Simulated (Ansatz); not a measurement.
## Geometry relaxation, with input and output: Cu2O (part 2 of 2)

Continued. System: Cu2O (Pn-3m, 6 atoms in the cell). Method: DFT PBE, scalar-relativistic, plane waves, PAW, no spin polarisation (Ansatz 0.2.0); cutoff 420 eV, 10×10×10 k-mesh, Gaussian smearing of 0.02 eV. The structure derives from an entry of the Crystallography Open Database. It belongs to a series of runs on one base structure; here: relaxed at 90 GPa.

Geometry of the input (Å; fractional positions):
```
3.8527  0.0000  0.0000
0.0000  3.8527  0.0000
0.0000  0.0000  3.8527
Cu 0.2500  0.2500  0.2500
Cu 0.2500  0.7500  0.7500
Cu 0.7500  0.7500  0.2500
Cu 0.7500  0.2500  0.7500
O  0.0000  0.0000  0.0000
O  0.5000  0.5000  0.5000
```

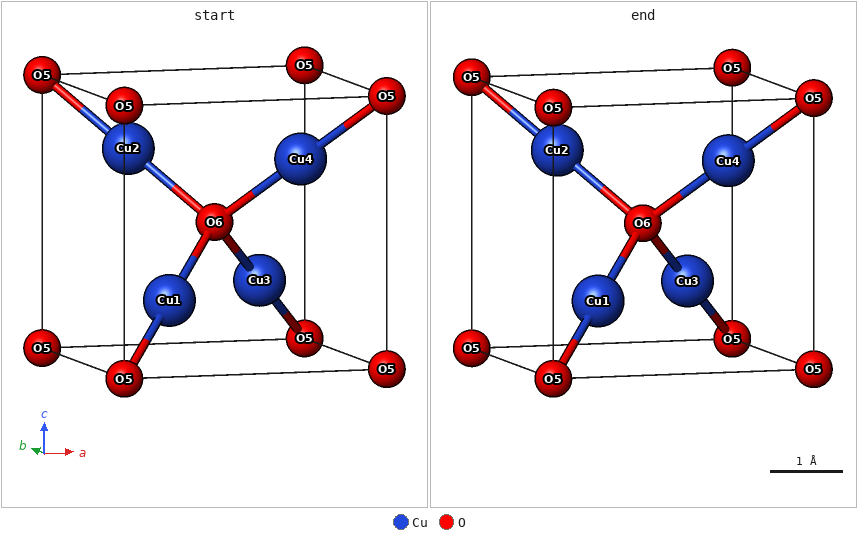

**Figure 1.** Before (left) and after (right) the relaxation, at one scale (ball-and-stick view of the cell of the calculation, seen slightly off an axis). No atom moves by more than 0.005 Å relative to the cell. The volume changes by −2.2 %, with a = b = c 3.853 → 3.824 Å (−0.8 %). Among the contacts that change: Cu1–O5 1.668 → 1.656 Å. The space group stays Pn-3m (No. 224). After 2 geometry steps the energy has risen by 113 meV per atom. All forces vanish by symmetry, so only the cell relaxes. The pressure goes from 79.80 to 90.00 GPa. A last SCF at the same geometry on a re-selected plane-wave basis shifts the energy by +0.6 meV per atom. (Atoms are counted from 1 in the order of the input.)

```
basis re-selected at this cell: Δ(F+E_penalty+E_count) = +3.492e-3 eV, ΔP = -0.071 GPa vs the last step (what re-selecting the basis moved, of the pressure what is left beyond the Pulay correction that the steps carried, after the strain that the cell walked since its last selection, with what the two solves' SCF thresholds leave and, on support functions, any second-order correction that the steps lacked; it is no measure of the basis error at this ecutwfc). This SCF's stress stands 3.90e-3 GPa from its target on what of the cell is left free (relax.cell.stress_tol is 8.00e-2 GPa) and its largest allowed force component is 4.55e-17 eV/Å (relax.f_tol is 8.00e-3 eV/Å): within both
SCF converged after 6 iterations
Free energy (F): -27628.262298 eV
Harris-Foulkes:  -27628.262298 eV  (|F-HF|=7.28e-12)
Internal energy: -27628.262261 eV  (E = F + TS)
E sigma→0 (E₀):  -27628.262280 eV
Entropy (-TS):   -0.000037 eV (-0.006 meV/atom)
Fermi energy:    17.737755 eV
--- Per-component energies (eV) ---
  E_band       = -1378.155765
  E_kinetic    = 1575.511485
  E_local      = -17399.344655  (includes V_loc(G=0)·N_el)
  E_nonlocal   = 1668.526488
  E_hartree    = 7654.629286
  E_xc         = -512.092795
  E_vxc        = -659.532366  (∫ρ·V_xc dr)
  E_paw        = -6967.156602  (= ΣΔE_a)
  E_vpaw       = -1872.582129  (= ΣTr[D̂ρ^β])
  E_aug_tail   = 0.006944  (compensation charges beyond the density's cutoff)
  E_ewald      = -13648.342411
  E_smearing   = -0.000037  (= −TS)
  E_closure    = -0.000000  (closes the sum)
  Σ components = -27628.262298   (vs F -27628.262298, Δ=0.00e0)
--- Forces (eV/Å), atoms counted from 1 ---
  atom   1  Cu    -0.00000000     0.00000000    -0.00000000
  atom   2  Cu     0.00000000    -0.00000000    -0.00000000
  atom   3  Cu     0.00000000    -0.00000000     0.00000000
  atom   4  Cu    -0.00000000    -0.00000000     0.00000000
  atom   5  O      0.00000000     0.00000000    -0.00000000
  atom   6  O     -0.00000000    -0.00000000     0.00000000
  max |Σ_I F_I| component: 6.94e-18 eV/Å
--- Stress (GPa, compression-positive) ---
       90.003896       0.000000      -0.000000
        0.000000      90.003896       0.000000
       -0.000000       0.000000      90.003896
  P = ⅓ Tr σ = 90.0039 GPa (900.039 kbar)
--- Band table (eV; the first three rows and the last of 56) ---
  k-point 0: bands = ["-95.7031", "-95.6939", "-95.6939", "-95.6939", "-53.4228", "-53.3586", "-53.3586", "-53.3586", "-52.9959", "-52.9959", "-52.9638", "-52.9638", "-52.9638", "-52.9503", "-52.9503", "-52.9503", "-5.7042", "-4.0134", "7.1210", "7.1210", "7.1210", "10.3150", "10.8735", "10.8735", "10.8735", "12.6612", "12.6612", "12.8962", "12.8962", "12.8962", "14.4166", "14.4166", "14.6211", "14.6211", "14.6211", "14.8369", "14.8369", "14.8369", "15.2142", "15.2142", "15.2142", "17.5945", "17.5945", "17.7430", "17.7430", "17.7430", "19.2852", "27.6405", "27.6405", "27.6405", "28.0091", "28.0091", "28.0091"]
  k-point 1: bands = ["-95.7029", "-95.6941", "-95.6939", "-95.6939", "-53.4212", "-53.3602", "-53.3586", "-53.3586", "-52.9951", "-52.9948", "-52.9646", "-52.9636", "-52.9636", "-52.9515", "-52.9506", "-52.9506", "-5.6657", "-4.0577", "7.1725", "7.1765", "7.1765", "10.1788", "10.6760", "10.6760", "10.8941", "12.6889", "12.7924", "12.8990", "13.0517", "13.0517", "14.4073", "14.4287", "14.5847", "14.6538", "14.6538", "14.7790", "14.8683", "14.8683", "15.0745", "15.1954", "15.1954", "16.5419", "17.7020", "17.7020", "17.8788", "18.8705", "19.3733", "27.2887", "27.2962", "27.4233", "27.4233", "27.8732", "27.8732"]
  k-point 2: bands = ["-95.7022", "-95.6948", "-95.6939", "-95.6939", "-53.4167", "-53.3648", "-53.3586", "-53.3586", "-52.9928", "-52.9916", "-52.9669", "-52.9629", "-52.9629", "-52.9548", "-52.9514", "-52.9514", "-5.5525", "-4.1856", "7.3274", "7.3407", "7.3407", "9.7996", "10.2253", "10.2253", "11.0348", "12.7727", "12.8901", "13.0783", "13.3744", "13.3744", "14.3811", "14.4639", "14.4739", "14.5046", "14.6727", "14.6727", "14.9144", "15.0150", "15.0150", "15.1618", "15.1618", "15.5801", "17.5830", "17.5830", "18.5737", "19.6295", "20.0097", "25.9280", "26.7868", "26.9123", "26.9123", "27.5958", "27.5958"]
  k-point 55: bands = ["-95.6971", "-95.6959", "-95.6959", "-95.6959", "-53.4254", "-53.3585", "-53.3585", "-53.3585", "-52.9927", "-52.9927", "-52.9927", "-52.9518", "-52.9518", "-52.9508", "-52.9508", "-52.9508", "-5.3355", "-4.1882", "7.3583", "7.3583", "7.3583", "9.4521", "9.4521", "9.4521", "12.4198", "12.4198", "12.4198", "13.4904", "13.4904", "13.9544", "13.9544", "13.9544", "14.5210", "14.5210", "14.5210", "14.8626", "14.8626", "14.8626", "15.1223", "15.1223", "16.4038", "16.8383", "16.8383", "16.8383", "19.5454", "19.5454", "19.5454", "23.8713", "23.8713", "23.8713", "25.4832", "29.3397", "33.7608"]
--- Relaxed structure (3 steps of the walk, 3 accepted, 1 SCFs on fresh bases) ---
  F+E_penalty+E_count = -27628.26229818 eV   max|allowed force component| = 4.549e-17 eV/Å   (the final SCF, on the basis selected at the relaxed cell)
  cell:  # Å, volume = 55.9017 Å³
    - [3.8236221224541636, 7.543225615516673e-34, -3.209883240645393e-35]
    - [6.2592723192585165e-34, 3.8236221224541636, -3.209883240645393e-35]
    - [-3.209883240645393e-35, -3.209883240645393e-35, 3.8236221224541636]
  atoms:
    - { symbol: Cu, position: [0.25, 0.25, 0.25] }
    - { symbol: Cu, position: [0.25, 0.7500000000000001, 0.7500000000000001] }
    - { symbol: Cu, position: [0.7500000000000001, 0.7500000000000001, 0.25] }
    - { symbol: Cu, position: [0.7500000000000001, 0.25, 0.7500000000000001] }
    - { symbol: O, position: [-2.7800777849607245e-35, 4.377474104082295e-35, 1.9637000867759896e-35] }
    - { symbol: O, position: [0.5, 0.5, 0.5] }
```

## Trajectory as extended XYZ (Å, eV, eV/Å), 4 frames, from step=1 to step=4
```
6
Lattice="3.8527 0.0000 0.0000 0.0000 3.8527 0.0000 0.0000 0.0000 3.8527" Properties=species:S:1:pos:R:3:forces:R:3 step=1 energy=-27628.94172 pressure_GPa=79.80
Cu    0.9632    0.9632    0.9632    0.0000   0.0000   0.0000
Cu    0.9632    2.8895    2.8895    0.0000   0.0000   0.0000
Cu    2.8895    2.8895    0.9632    0.0000   0.0000   0.0000
Cu    2.8895    0.9632    2.8895    0.0000   0.0000   0.0000
O     0.0000    0.0000    0.0000    0.0000   0.0000   0.0000
O     1.9263    1.9263    1.9263    0.0000   0.0000   0.0000
6
Lattice="3.8308 0.0000 0.0000 0.0000 3.8308 0.0000 0.0000 0.0000 3.8308" Properties=species:S:1:pos:R:3:forces:R:3 step=2 energy=-27628.44056 pressure_GPa=87.44
Cu    0.9577    0.9577    0.9577    0.0000   0.0000   0.0000
Cu    0.9577    2.8731    2.8731    0.0000   0.0000   0.0000
Cu    2.8731    2.8731    0.9577    0.0000   0.0000   0.0000
Cu    2.8731    0.9577    2.8731    0.0000   0.0000   0.0000
O     0.0000    0.0000    0.0000    0.0000   0.0000   0.0000
O     1.9154    1.9154    1.9154    0.0000   0.0000   0.0000
6
Lattice="3.8236 0.0000 0.0000 0.0000 3.8236 0.0000 0.0000 0.0000 3.8236" Properties=species:S:1:pos:R:3:forces:R:3 step=3 energy=-27628.26579 pressure_GPa=90.07
Cu    0.9559    0.9559    0.9559    0.0000   0.0000   0.0000
Cu    0.9559    2.8677    2.8677    0.0000   0.0000   0.0000
Cu    2.8677    2.8677    0.9559    0.0000   0.0000   0.0000
Cu    2.8677    0.9559    2.8677    0.0000   0.0000   0.0000
O     0.0000    0.0000    0.0000    0.0000   0.0000   0.0000
O     1.9118    1.9118    1.9118    0.0000   0.0000   0.0000
6
Lattice="3.8236 0.0000 0.0000 0.0000 3.8236 0.0000 0.0000 0.0000 3.8236" Properties=species:S:1:pos:R:3:forces:R:3 step=4 energy=-27628.26230 pressure_GPa=90.00
Cu    0.9559    0.9559    0.9559    0.0000   0.0000   0.0000
Cu    0.9559    2.8677    2.8677    0.0000   0.0000   0.0000
Cu    2.8677    2.8677    0.9559    0.0000   0.0000   0.0000
Cu    2.8677    0.9559    2.8677    0.0000   0.0000   0.0000
O     0.0000    0.0000    0.0000    0.0000   0.0000   0.0000
O     1.9118    1.9118    1.9118    0.0000   0.0000   0.0000
```

## Key numbers

```json
{"quantity": "outcome", "value": "converged"}
{"quantity": "space group (tolerance 0.01 Å)", "value": "Pn-3m (224)"}
{"quantity": "electrons treated", "value": "88"}
{"quantity": "free energy", "value": "−27628.2623 eV"}
{"quantity": "Fermi energy", "value": "17.738 eV"}
{"quantity": "gap on the k-point mesh", "value": "none (metallic)"}
{"quantity": "pressure", "value": "90.00 GPa"}
{"quantity": "final volume", "value": "55.90 Å³"}
{"quantity": "largest force (length of the vector) at the end", "value": "under 0.001 eV/Å"}
{"quantity": "final cell", "value": "a = 3.824 Å, b = 3.824 Å, c = 3.824 Å, α = 90.00°, β = 90.00°, γ = 90.00°"}
{"quantity": "wall time", "value": "68 s"}
{"quantity": "peak memory", "value": "0.41 GiB"}
```

## Remarks

The run has no spin polarisation, so a magnetic state may lie lower. The cell was relaxed to the target pressure of the input; what is minimised is then the enthalpy E + pV.
